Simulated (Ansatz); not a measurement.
**Geometry relaxation, with input and output: SnO (part 2 of 2)**

SnO (Cmc2₁, 8 atoms in the cell); DFT PBE, scalar-relativistic, plane waves, PAW, no spin polarisation (Ansatz 0.2.0); cutoff 420 eV, 4×4×2 k-mesh, Gaussian smearing of 0.1 eV. The structure derives from an entry of the Crystallography Open Database. It belongs to a series of runs on one base structure; here: structure reported for this formula (Cmc2_1, No. 36).

Geometry of the input (Å; fractional positions):
```
2.5000  -2.8600  0.0000
2.5000  2.8600  0.0000
0.0000  0.0000  11.1200
Sn 0.0000  0.0000  0.0000
Sn 0.0000  0.0000  0.5000
Sn 0.5590  0.4410  0.2540
Sn 0.4410  0.5590  0.7540
O  0.9300  0.4300  0.3800
O  0.0700  0.5700  0.8800
O  0.5700  0.0700  0.3800
O  0.4300  0.9300  0.8800
```

Log, continued
```
relax step   7: F+E_penalty+E_count = -26366.79944986 eV  Δ(F+E_penalty+E_count) = -8.726e-3 eV  max|allowed force component| = 3.485e-3 eV/Å  Δτ_max = 0.0130 Å  P = +0.027 GPa  Ω = 153.661 Å³  energy of the carried Pulay correction = +2.888e-3 eV  (5 SCF iters, dr2 threshold 8.00e-7 eV, accepted)
iter 1 solved again at ethr=1.40e-7 eV; its pass at ethr=3.10e-3 eV (dr2=1.12e-4 eV) is discarded
SCF iter   1: F=—  HF=-26366.796246 eV  |F-HF|=—  |Δ(HF+E_count)|=         —  Δρ=1.01e-4  dr2=2.20e-6  ethr=1.40e-7  ⟨swp⟩=3.2  Hψ=4249  notcnv=0
preconditioner: auto → Resta (q_TF=auto, 2.447 Å⁻¹)  ε∞=3.2  [insulator: Δε(μ)=0.583 eV  Ē_g=17.869 eV  σ=0.100 eV  W_gap=1.00  n_scr=40 (ndim 8)  ℏωp=26.8 eV  f_vac=0.036  D(μ)=0.00/eV (n_scr^D=0)  ε∞_Penn≈3.2]
SCF iter   2: F=—  HF=-26366.796285 eV  |F-HF|=—  |Δ(HF+E_count)|=   3.87e-5  Δρ=5.23e-5  dr2=8.40e-7  ethr=2.75e-9  ⟨swp⟩=2.0  Hψ=952  notcnv=0
SCF iter   3: F=—  HF=-26366.796295 eV  |F-HF|=—  |Δ(HF+E_count)|=   9.98e-6  Δρ=2.20e-5  dr2=2.02e-7  ethr=1.05e-9  ⟨swp⟩=2.0  Hψ=894  notcnv=0
SCF iter   4: F=—  HF=-26366.796296 eV  |F-HF|=—  |Δ(HF+E_count)|=   1.79e-6  Δρ=2.56e-6  dr2=1.43e-8  ethr=2.52e-10  ⟨swp⟩=2.0  Hψ=952  notcnv=0
SCF iter   5: F=-26366.796297 eV  HF=-26366.796297 eV  |F-HF|=1.76e-9  |Δ(HF+E_count)|=   2.81e-8  Δρ=9.05e-7  dr2=1.55e-9  ethr=6.40e-12  ⟨swp⟩=6.8  Hψ=2609  notcnv=0
SCF 8 converged in 5 iterations: F = -26366.796297 eV  dr2 = 1.55e-9
relax step   8: F+E_penalty+E_count = -26366.79629651 eV  Δ(F+E_penalty+E_count) = +3.153e-3 eV  max|allowed force component| = 4.370e-3 eV/Å  Δτ_max = 0.0000 Å  P = +0.000 GPa  Ω = 153.661 Å³  stress off target by 1.13e-1 GPa  SCF on the basis re-selected at this cell (its energy is not comparable with the rows above)  (5 SCF iters)
```

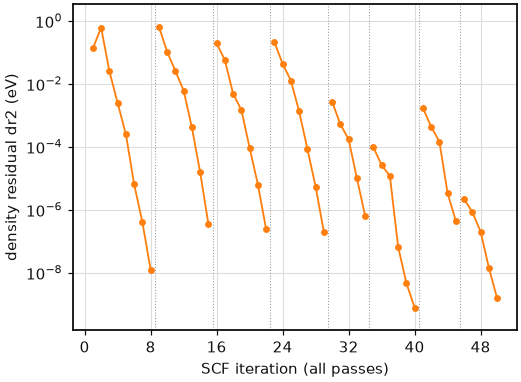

**Figure 1.** Convergence of the self-consistent field: density residual dr2 against the SCF iteration. The dotted lines part the SCF passes of the relaxation: geometry steps, rejected trials and re-solves on a re-selected basis. The 8 passes take 5 to 8 iterations each, 50 in all.

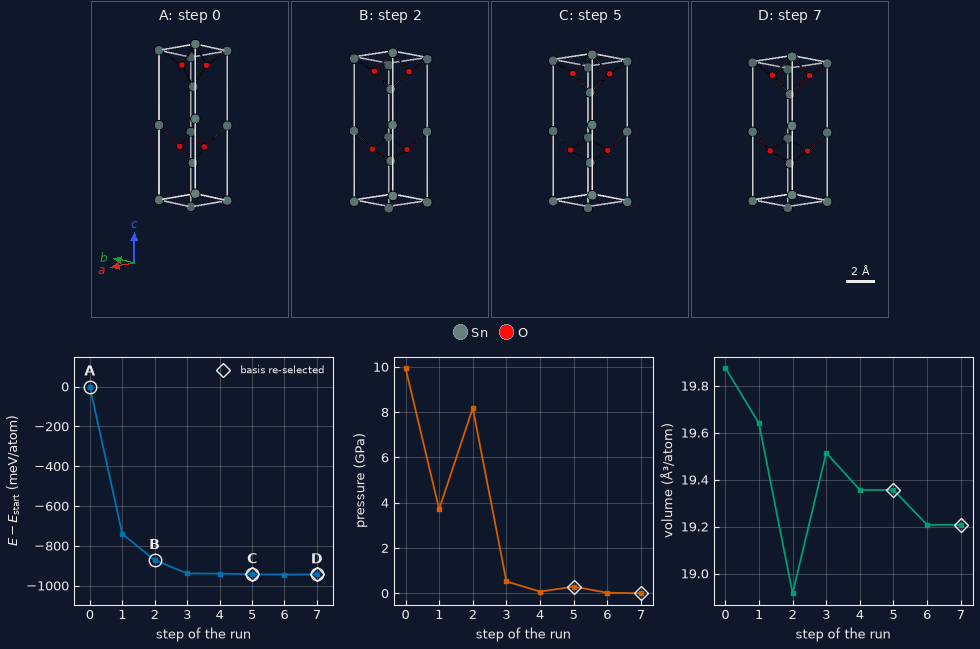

**Figure 2.** Frames of the relaxation (ball-and-stick view of the cell of the calculation, seen at an oblique angle) above the curves, on which the letters mark them (the first geometry is step 0 here and step 1 in the log).

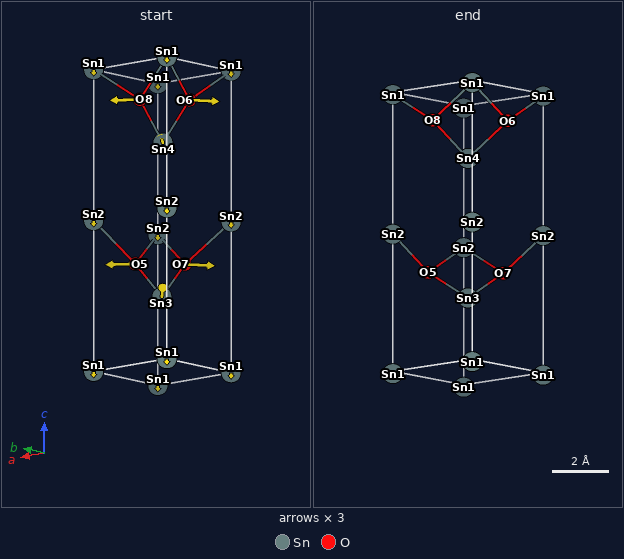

**Figure 3.** Before (left) and after (right) the relaxation, at one scale (ball-and-stick view of the cell of the calculation, seen at an oblique angle). The yellow arrows give the displacements (without the part carried along by the change of the cell), magnified 3 times. After 5 geometry steps the energy has fallen by 944 meV per atom. The largest force component goes from 8.8 to 0.0044 eV/Å. The pressure goes from 9.96 to 0.00 GPa. The basis was re-selected once at an unchanged geometry, which shifts the energy a little without any move. The largest moves relative to the cell, 0.38 Å, are those of O5, O6, O7 and O8. Largest moves by element: O 0.38 Å, Sn 0.34 Å. The volume changes by −3.4 %, with a = b 3.799 → 3.866 Å (+1.8 %), c 11.120 → 10.280 Å (−7.6 %), γ 97.7° → 90.0°. Among the contacts that change: Sn3–O5 2.765 → 2.255 Å, Sn1–O6 2.527 → 2.255 Å. Among the angles that change: O5–Sn2–O7 49.4° → 74.6°, Sn2–O7–Sn3 127.7° → 105.4°, O5–Sn3–O7 53.7° → 74.6°. The space group (tolerance 0.01 Å) goes from Cmc2_1 (No. 36) to P4/nmm (No. 129). The energy change given includes the shifts at the re-selections in mid-walk, which come without any move. A last SCF at the same geometry on a re-selected plane-wave basis shifts the energy by +0.4 meV per atom. (Atoms are counted from 1 in the order of the input.)

```
basis re-selected at this cell: Δ(F+E_penalty+E_count) = +3.153e-3 eV, ΔP = -0.027 GPa vs the last step (what re-selecting the basis moved, of the pressure what is left beyond the Pulay correction that the steps carried, after the strain that the cell walked since its last selection, with what the two solves' SCF thresholds leave and, on support functions, any second-order correction that the steps lacked; it is no measure of the basis error at this ecutwfc). This SCF's stress stands 1.13e-1 GPa from its target on what of the cell is left free (relax.cell.stress_tol is 4.00e-1 GPa) and its largest allowed force component is 4.37e-3 eV/Å (relax.f_tol is 4.00e-2 eV/Å): within both
SCF converged after 5 iterations
Free energy (F): -26366.796297 eV
Harris-Foulkes:  -26366.796297 eV  (|F-HF|=1.76e-9)
Internal energy: -26366.796296 eV  (E = F + TS)
E sigma→0 (E₀):  -26366.796296 eV
Entropy (-TS):   -0.000001 eV (-0.000 meV/atom)
Fermi energy:    8.849653 eV
--- Per-component energies (eV) ---
  E_band       = -458.567088
  E_kinetic    = 1443.383035
  E_local      = -5916.224016  (includes V_loc(G=0)·N_el)
  E_nonlocal   = 63.499562
  E_hartree    = 3135.536139
  E_xc         = -1824.842525
  E_vxc        = -759.521614  (∫ρ·V_xc dr)
  E_paw        = -17175.870847  (= ΣΔE_a)
  E_vpaw       = -1560.787833  (= ΣTr[D̂ρ^β])
  E_aug_tail   = 0.009536  (compensation charges beyond the density's cutoff)
  E_ewald      = -6092.287179
  E_smearing   = -0.000001  (= −TS)
  E_closure    = 0.000000  (closes the sum)
  Σ components = -26366.796297   (vs F -26366.796297, Δ=0.00e0)
--- Forces (eV/Å), atoms counted from 1 ---
  atom   1  Sn     0.00000000     0.00205751     0.00437015
  atom   2  Sn     0.00000000    -0.00205751     0.00437015
  atom   3  Sn    -0.00000000    -0.00148237    -0.00383490
  atom   4  Sn    -0.00000000     0.00148237    -0.00383490
  atom   5  O      0.00124072     0.00248928    -0.00026740
  atom   6  O     -0.00124072    -0.00248928    -0.00026740
  atom   7  O     -0.00124072     0.00248928    -0.00026740
  atom   8  O      0.00124072    -0.00248928    -0.00026740
  max |Σ_I F_I| component: 9.10e-7 eV/Å
--- Stress (GPa, compression-positive) ---
        0.113212       0.000000       0.000000
        0.000000      -0.006421       0.000000
        0.000000       0.000000      -0.106410
  P = ⅓ Tr σ = 0.0001 GPa (0.001 kbar)
--- Band table (eV; the first three rows and the last of 14) ---
  k-point 0: bands = ["-13.1666", "-13.1589", "-12.8138", "-12.8061", "-12.7920", "-12.7915", "-12.7744", "-12.7740", "-12.7698", "-12.7626", "-12.7462", "-12.7360", "-12.7353", "-12.7282", "-12.7204", "-12.7136", "-12.7136", "-12.7107", "-12.6948", "-12.6947", "-11.1077", "-11.0886", "-8.7300", "-8.7298", "0.0660", "1.1744", "2.4391", "2.7768", "2.7780", "2.8450", "2.8464", "5.0780", "5.3837", "5.4264", "5.6930", "5.7035", "5.7058", "5.7164", "6.6176", "8.5636", "10.3500", "10.4692", "11.9604", "11.9656", "12.3527", "12.5347", "13.5533", "13.5583"]
  k-point 1: bands = ["-13.1628", "-13.1628", "-12.8099", "-12.8099", "-12.7843", "-12.7843", "-12.7838", "-12.7838", "-12.7666", "-12.7666", "-12.7420", "-12.7420", "-12.7314", "-12.7314", "-12.7146", "-12.7146", "-12.7031", "-12.7031", "-12.7031", "-12.7031", "-11.0982", "-11.0982", "-8.7299", "-8.7299", "0.4599", "0.4599", "2.8106", "2.8106", "2.8119", "2.8119", "3.6815", "3.6815", "5.4052", "5.4052", "5.7000", "5.7000", "5.7106", "5.7106", "7.8498", "7.8498", "10.2919", "10.2919", "12.4522", "12.4522", "12.4572", "12.4572", "12.6408", "12.6408"]
  k-point 2: bands = ["-13.1355", "-13.1326", "-12.8790", "-12.8651", "-12.7887", "-12.7870", "-12.7830", "-12.7804", "-12.7760", "-12.7752", "-12.7714", "-12.7711", "-12.7305", "-12.7292", "-12.7214", "-12.7189", "-12.7060", "-12.7022", "-12.7002", "-12.6919", "-10.6888", "-10.6698", "-9.0145", "-9.0109", "0.3800", "1.0833", "2.2996", "2.8147", "3.0492", "3.1545", "3.1637", "3.2083", "4.8444", "4.8968", "5.2098", "5.2144", "5.3775", "6.7614", "6.9317", "8.1828", "10.2472", "11.4428", "11.5523", "11.8103", "12.5665", "13.0068", "13.5468", "13.8929"]
  k-point 13: bands = ["-13.0890", "-13.0890", "-13.0887", "-13.0887", "-12.7830", "-12.7830", "-12.7829", "-12.7829", "-12.7511", "-12.7511", "-12.7509", "-12.7509", "-12.6955", "-12.6955", "-12.6954", "-12.6954", "-12.6863", "-12.6863", "-12.6862", "-12.6862", "-9.5700", "-9.5700", "-9.5675", "-9.5675", "0.0102", "0.0102", "0.0155", "0.0155", "3.6597", "3.6597", "3.6633", "3.6633", "6.3480", "6.3480", "6.3551", "6.3551", "6.5171", "6.5171", "6.5239", "6.5239", "9.8643", "9.8643", "9.8656", "9.8656", "13.6506", "13.6506", "13.6553", "13.6553"]
--- Relaxed structure (6 steps of the walk, 6 accepted, 2 SCFs on fresh bases) ---
  F+E_penalty+E_count = -26366.79629651 eV   max|allowed force component| = 4.370e-3 eV/Å   (the final SCF, on the basis selected at the relaxed cell)
  cell:  # Å, volume = 153.6614 Å³
    - [2.732650393367039, -2.7348921306354974, 0.0]
    - [2.732650393367039, 2.7348921306354974, 0.0]
    - [0.0, 0.0, 10.280414755909316]
  atoms:
    - { symbol: Sn, position: [-0.00013304726330727685, 0.00013304726330727826, -0.0085749379321778] }
    - { symbol: Sn, position: [0.00013304726330727826, -0.00013304726330727685, 0.4914250620678224] }
    - { symbol: Sn, position: [0.5001444547826934, 0.4998555452173066, 0.2655713758207112] }
    - { symbol: Sn, position: [0.4998555452173066, 0.5001444547826934, 0.7655713758207113] }
    - { symbol: O, position: [1.0002491103107918, 0.4997080602795629, 0.3785017810557335] }
    - { symbol: O, position: [-0.00024911031079177803, 0.5002919397204371, 0.8785017810557337] }
    - { symbol: O, position: [0.5002919397204371, -0.00024911031079177803, 0.3785017810557335] }
    - { symbol: O, position: [0.4997080602795629, 1.0002491103107918, 0.8785017810557337] }
```

Trajectory as extended XYZ (Å, eV, eV/Å), 8 frames, from step=1 to step=8
```
8
Lattice="2.5000 -2.8600 0.0000 2.5000 2.8600 0.0000 0.0000 0.0000 11.1200" Properties=species:S:1:pos:R:3:forces:R:3 step=1 energy=-26359.24774 pressure_GPa=9.96
Sn    0.0000    0.0000    0.0000    0.0000   0.8762  -1.0771
Sn    0.0000    0.0000    5.5600    0.0000  -0.8762  -1.0771
Sn    2.5000   -0.3375    2.8245    0.0000   2.1832  -1.0974
Sn    2.5000    0.3375    8.3845    0.0000  -2.1832  -1.0974
O     3.4000   -1.4300    4.2256    8.7902  -0.5813   1.0873
O     1.6000    1.4300    9.7856   -8.7902   0.5813   1.0873
O     1.6000   -1.4300    4.2256   -8.7902  -0.5813   1.0873
O     3.4000    1.4300    9.7856    8.7902   0.5813   1.0873
8
Lattice="2.5993 -2.7958 0.0000 2.5993 2.7958 0.0000 0.0000 0.0000 10.8105" Properties=species:S:1:pos:R:3:forces:R:3 step=2 energy=-26365.16704 pressure_GPa=3.71
Sn    0.0000    0.0935   -0.1354    0.0000   0.2882  -0.1131
Sn    0.0000   -0.0935    5.2698    0.0000  -0.2882  -0.1131
Sn    2.5993   -0.1737    2.8541    0.0000   0.9356  -0.0367
Sn    2.5993    0.1737    8.2594    0.0000  -0.9356  -0.0367
O     3.7045   -1.3966    4.1215    3.4539  -0.3087   0.0748
O     1.4940    1.3966    9.5268   -3.4539   0.3087   0.0748
O     1.4940   -1.3966    4.1215   -3.4539  -0.3087   0.0748
O     3.7045    1.3966    9.5268    3.4539   0.3087   0.0748
8
Lattice="2.6799 -2.6543 0.0000 2.6799 2.6543 0.0000 0.0000 0.0000 10.6370" Properties=species:S:1:pos:R:3:forces:R:3 step=3 energy=-26366.22075 pressure_GPa=8.18
Sn    0.0000    0.1792   -0.1694    0.0000  -0.5789   1.4115
Sn    0.0000   -0.1792    5.1491    0.0000   0.5789   1.4115
Sn    2.6799   -0.0369    2.9303    0.0000   0.1061  -1.9763
Sn    2.6799    0.0369    8.2488    0.0000  -0.1061  -1.9763
O     3.9494   -1.3762    4.0125    0.6683  -0.2951   0.2825
O     1.4104    1.3762    9.3310   -0.6683   0.2951   0.2825
O     1.4104   -1.3762    4.0125   -0.6683  -0.2951   0.2825
O     3.9494    1.3762    9.3310    0.6683   0.2951   0.2825
8
Lattice="2.7148 -2.7283 0.0000 2.7148 2.7283 0.0000 0.0000 0.0000 10.5391" Properties=species:S:1:pos:R:3:forces:R:3 step=4 energy=-26366.75539 pressure_GPa=0.52
Sn    0.0000    0.0054   -0.1202    0.0000  -0.0208   0.1570
Sn    0.0000   -0.0054    5.1494    0.0000   0.0208   0.1570
Sn    2.7148   -0.0041    2.8292    0.0000   0.0158  -0.1647
Sn    2.7148    0.0041    8.0988    0.0000  -0.0158  -0.1647
O     4.0717   -1.3633    3.9888    0.0032  -0.0174   0.0038
O     1.3578    1.3633    9.2583   -0.0032   0.0174   0.0038
O     1.3578   -1.3633    3.9888   -0.0032  -0.0174   0.0038
O     4.0717    1.3633    9.2583    0.0032   0.0174   0.0038
8
Lattice="2.7153 -2.7316 0.0000 2.7153 2.7316 0.0000 0.0000 0.0000 10.4386" Properties=species:S:1:pos:R:3:forces:R:3 step=5 energy=-26366.76393 pressure_GPa=0.08
Sn    0.0000    0.0019   -0.1016    0.0000  -0.0078   0.0098
Sn    0.0000   -0.0019    5.1177    0.0000   0.0078   0.0098
Sn    2.7153   -0.0013    2.7844    0.0000   0.0052  -0.0109
Sn    2.7153    0.0013    8.0037    0.0000  -0.0052  -0.0109
O     4.0730   -1.3652    3.9510    0.0004  -0.0063   0.0006
O     1.3577    1.3652    9.1703   -0.0004   0.0063   0.0006
O     1.3577   -1.3652    3.9510   -0.0004  -0.0063   0.0006
O     4.0730    1.3652    9.1703    0.0004   0.0063   0.0006
8
Lattice="2.7153 -2.7316 0.0000 2.7153 2.7316 0.0000 0.0000 0.0000 10.4386" Properties=species:S:1:pos:R:3:forces:R:3 step=6 energy=-26366.79072 pressure_GPa=0.29
Sn    0.0000    0.0019   -0.1016    0.0000  -0.0079   0.0126
Sn    0.0000   -0.0019    5.1177    0.0000   0.0079   0.0126
Sn    2.7153   -0.0013    2.7844    0.0000   0.0053  -0.0137
Sn    2.7153    0.0013    8.0037    0.0000  -0.0053  -0.0137
O     4.0730   -1.3652    3.9510    0.0004  -0.0063   0.0006
O     1.3577    1.3652    9.1703   -0.0004   0.0063   0.0006
O     1.3577   -1.3652    3.9510   -0.0004  -0.0063   0.0006
O     4.0730    1.3652    9.1703    0.0004   0.0063   0.0006
8
Lattice="2.7327 -2.7349 0.0000 2.7327 2.7349 0.0000 0.0000 0.0000 10.2804" Properties=species:S:1:pos:R:3:forces:R:3 step=7 energy=-26366.79945 pressure_GPa=0.03
Sn    0.0000    0.0007   -0.0882    0.0000   0.0021   0.0035
Sn    0.0000   -0.0007    5.0521    0.0000  -0.0021   0.0035
Sn    2.7327   -0.0008    2.7302    0.0000  -0.0015  -0.0029
Sn    2.7327    0.0008    7.8704    0.0000   0.0015  -0.0029
O     4.0989   -1.3689    3.8912    0.0012   0.0025  -0.0003
O     1.3664    1.3689    9.0314   -0.0012  -0.0025  -0.0003
O     1.3664   -1.3689    3.8912   -0.0012   0.0025  -0.0003
O     4.0989    1.3689    9.0314    0.0012  -0.0025  -0.0003
8
Lattice="2.7327 -2.7349 0.0000 2.7327 2.7349 0.0000 0.0000 0.0000 10.2804" Properties=species:S:1:pos:R:3:forces:R:3 step=8 energy=-26366.79630 pressure_GPa=0.00
Sn    0.0000    0.0007   -0.0882    0.0000   0.0021   0.0044
Sn    0.0000   -0.0007    5.0521    0.0000  -0.0021   0.0044
Sn    2.7327   -0.0008    2.7302    0.0000  -0.0015  -0.0038
Sn    2.7327    0.0008    7.8704    0.0000   0.0015  -0.0038
O     4.0989   -1.3689    3.8912    0.0012   0.0025  -0.0003
O     1.3664    1.3689    9.0314   -0.0012  -0.0025  -0.0003
O     1.3664   -1.3689    3.8912   -0.0012   0.0025  -0.0003
O     4.0989    1.3689    9.0314    0.0012  -0.0025  -0.0003
```
